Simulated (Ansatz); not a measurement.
## Electronic structure of Ga$_{18}$HN$_{18}$ (cell with a defect) in real space

Input file:

```
crystal:
  lattice:
    - [-1.0e-10, 5.5743817708, -5.2431684095]
    - [4.8275562239, -2.7871908853, -5.2431684095]
    - [-4.8275562239, -2.7871908854, -5.2431684095]
  atoms:
    - { symbol: Ga, position: [0.9447328234, 0.2780661568, 0.2780661568] }
    - { symbol: Ga, position: [0.2780661568, 0.9447328234, 0.2780661568] }
    - { symbol: Ga, position: [0.9336447285, 0.6094024531, 0.942618494], spin: 0.1 }
    - { symbol: Ga, position: [0.6113994901, 0.6113994901, 0.2780661568] }
    - { symbol: Ga, position: [0.2780661568, 0.2780661568, 0.9447328234] }
    - { symbol: Ga, position: [0.9461337931, 0.9436843979, 0.6091358514], spin: 0.1 }
    - { symbol: Ga, position: [0.6147068862, 0.9375478101, 0.9437443181], spin: 0.1 }
    - { symbol: Ga, position: [0.2780661568, 0.6113994901, 0.6113994901] }
    - { symbol: Ga, position: [0.6113994901, 0.2780661568, 0.6113994901] }
    - { symbol: Ga, position: [0.8998324919, 0.8815440037, 0.2213103674], spin: 0.1 }
    - { symbol: Ga, position: [0.2225106012, 0.5558439345, 0.2225106012] }
    - { symbol: Ga, position: [0.8871372972, 0.223283296, 0.8850086934], spin: 0.1 }
    - { symbol: Ga, position: [0.5558439345, 0.2225106012, 0.2225106012] }
    - { symbol: Ga, position: [0.2141113503, 0.8940272783, 0.8936219585], spin: 0.1 }
    - { symbol: Ga, position: [0.8891772679, 0.5558439345, 0.5558439345] }
    - { symbol: Ga, position: [0.5558439345, 0.5558439345, 0.8891772679] }
    - { symbol: Ga, position: [0.2225106012, 0.2225106012, 0.5558439345] }
    - { symbol: Ga, position: [0.5558439345, 0.8891772679, 0.5558439345] }
    - { symbol: "N", position: [0.8191560655, 0.1524893988, 0.1524893988] }
    - { symbol: "N", position: [0.1524893988, 0.8191560655, 0.1524893988] }
    - { symbol: "N", position: [0.8191560655, 0.4858227321, 0.8191560655] }
    - { symbol: "N", position: [0.4858227321, 0.4858227321, 0.1524893988] }
    - { symbol: "N", position: [0.1524893988, 0.1524893988, 0.8191560655] }
    - { symbol: "N", position: [0.8191560655, 0.8191560655, 0.4858227321] }
    - { symbol: "N", position: [0.4858227321, 0.8191560655, 0.8191560655] }
    - { symbol: "N", position: [0.1524893988, 0.4858227321, 0.4858227321] }
    - { symbol: "N", position: [0.4858227321, 0.1524893988, 0.4858227321] }
    - { symbol: "N", position: [0.0969338432, 0.0969338432, 0.4302671766] }
    - { symbol: "N", position: [0.4302671766, 0.7636005099, 0.4302671766] }
    - { symbol: "N", position: [0.0969338432, 0.4302671766, 0.0969338432] }
    - { symbol: "N", position: [0.7636005099, 0.4302671766, 0.4302671766] }
    - { symbol: "N", position: [0.4302671766, 0.0969338432, 0.0969338432] }
    - { symbol: "N", position: [0.0958700593, 0.7753338029, 0.759312642], spin: 0.1 }
    - { symbol: "N", position: [0.7675903037, 0.768879331, 0.0833185332], spin: 0.1 }
    - { symbol: "N", position: [0.4302671766, 0.4302671766, 0.7636005099] }
    - { symbol: "N", position: [0.7676771498, 0.1008855511, 0.7649600268], spin: 0.1 }
    - { symbol: H, position: [0.9320391667, 0.9294724589, 0.9384157384], spin: 0.1 }
  host:
    lattice:
      - [3.2183708159, 0.0, 0.0]
      - [-1.609185408, 2.7871908854, 0.0]
      - [0.0, 0.0, 5.2431684095]
    atoms:
      - { symbol: Ga, position: [0.6666666667, 0.3333333333, 0.4991348631] }
      - { symbol: Ga, position: [0.3333333333, 0.6666666667, 0.9991348631] }
      - { symbol: "N", position: [0.6666666667, 0.3333333333, 0.8758651369] }
      - { symbol: "N", position: [0.3333333333, 0.6666666667, 0.3758651369] }
basis:
  ecutwfc: 420
  xc_grid: 2
kpoints:
  mp_grid: { grid: [2, 2, 2], shift: [0.5, 0.5, 0.5] }
hamiltonian:
  xc: pbe
scf:
  occupations: { method: gaussian, width: 0.01 }
output:
  forces: true
  stress: false
  eigenvalues: true
  populations: true
  charged_corrections:
    defect_position: [0.93055556, 0.93055556, 0.93055556]
    epsilon: [[10.4928, 0.0, 0.0], [0.0, 10.4928, 0.0], [0.0, 0.0, 11.6882]]
  write_density: true
  write_potential: true
  elf: true
  volumetric_format: npy
magnetization:
  spin_polarized: true
relax:
  adjacent_minimum: "off"
  f_tol: 0.025
  max_steps: 45
```

Run with:

```sh
ansatz run input.yaml --threads 4 --pin off --max-ram 10240MiB --backend cpu --events-out ev --progress --plain --runs-dir out
```

The fields are those of the run's last geometry, not of the input's.

Spin-polarised.

Level of theory: Ansatz 0.2.0, DFT PBE, scalar-relativistic, plane waves, PAW.

The density is the valence pseudo-density of a PAW calculation; it isn't the true density close to the nuclei.

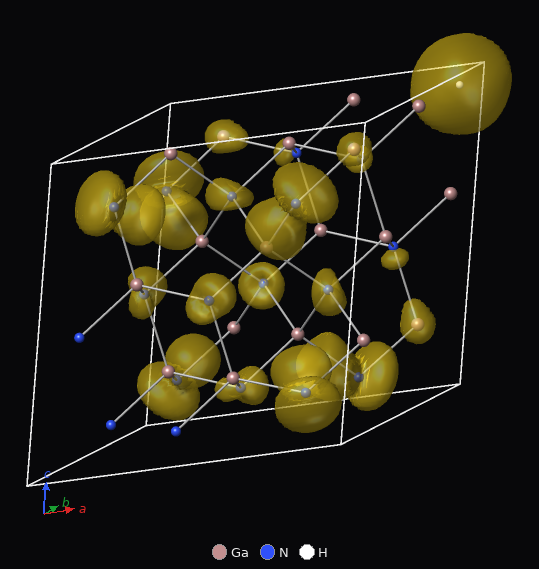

Figure 1. Isosurface of the spin density at +0.005 e/Å³ (yellow), seen slightly off an axis. Sticks mark near contacts.

Question: Where is the spin, and how is it ordered?

Answer: The spin density sits on H: +0.5 μB in one cell of 37 atoms, with smaller moments on other sites: N (up to +0.05 μB): with much of the spin spread outside that site. The cell of the calculation (37 atoms) carries 1.0 μB of net spin moment.

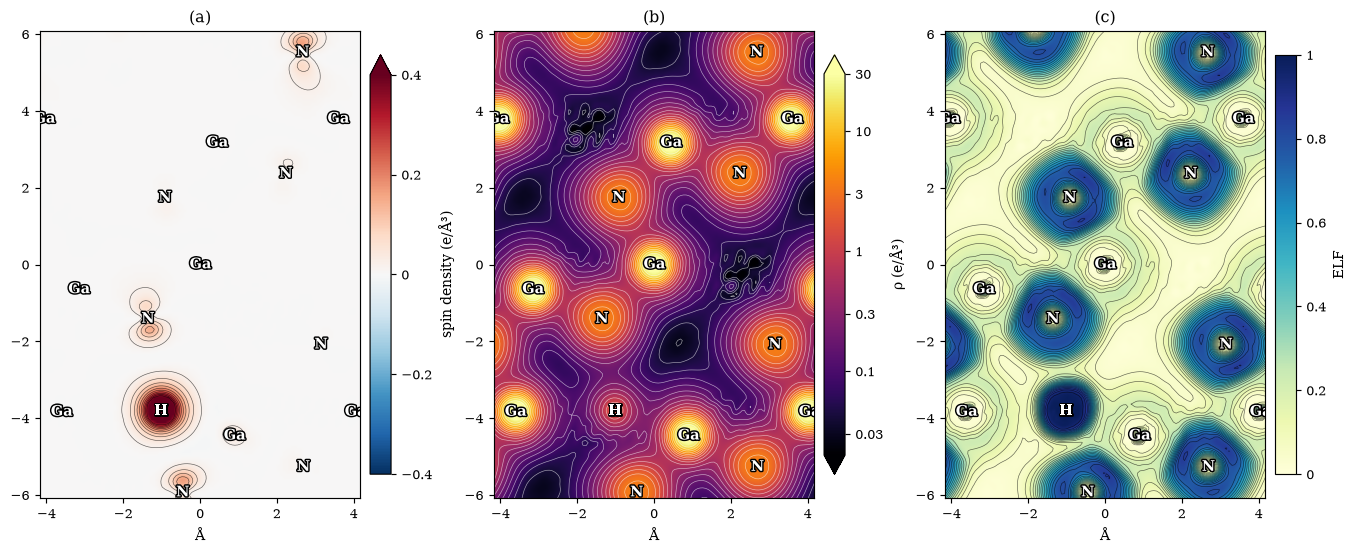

Figure 2. (a) spin density (up minus down); (b) valence pseudo-density; (c) electron localisation function on the (011̄) plane of the calculation cell.

Question: Describe what can be read from this map.

Answer:
- The section cuts through Ga, N and H sites.
- Ga–N (1.96 Å): the density is about 0.73 e/Å³ at the midpoint; the ELF peaks at about 0.85 in the valence shell of N, 0.7 Å from its nucleus, and is about 0.50 at the midpoint.
- Ga–H (2.03 Å): ρ is about 0.33 e/Å³ halfway; the ELF climbs to about 1 towards the hydrogen.
- Ga–N (1.97 Å): the density is about 0.73 e/Å³ at the midpoint; the ELF peaks at about 0.85 in the valence shell of N, 0.7 Å from its nucleus, and is about 0.50 at the midpoint.
- Between the atoms the lowest density in this plane is 0.003 e/Å³.

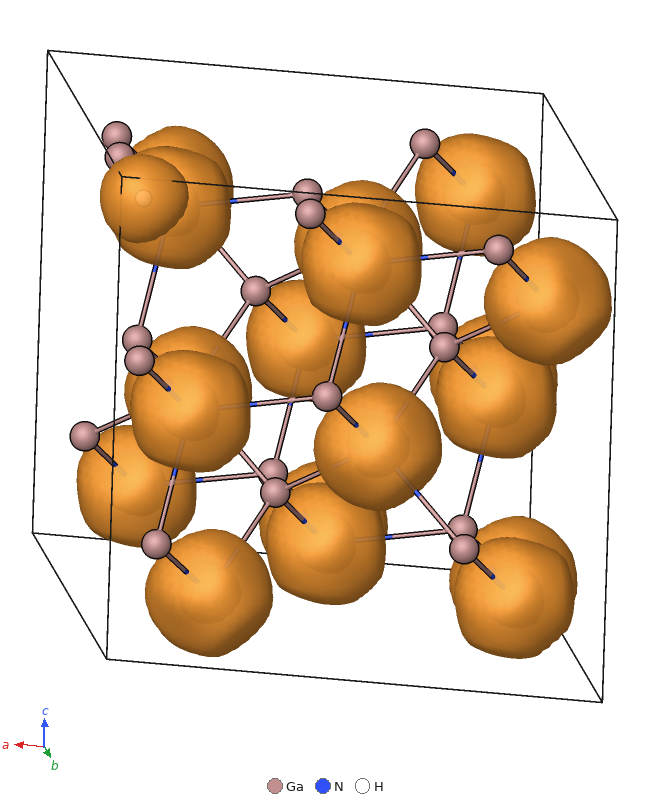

Figure 3. Isosurface of the ELF at 0.7 (orange), seen at an oblique angle. Core shells and regions of very low density are left out. Sticks mark near contacts.

Question: What do the ELF domains correspond to?

Answer: At this value the surface marks out one region around a hydrogen nucleus and 18 regions wrapped around N (the valence shell of each), counted in one cell of 37 atoms. Regions shared between cells count once.

Question: Does the calculation make it a metal, or give it a gap?

Answer: It is gapped, with a Kohn–Sham gap of 1.0 eV on the k-point mesh, an upper bound to the gap of this method.
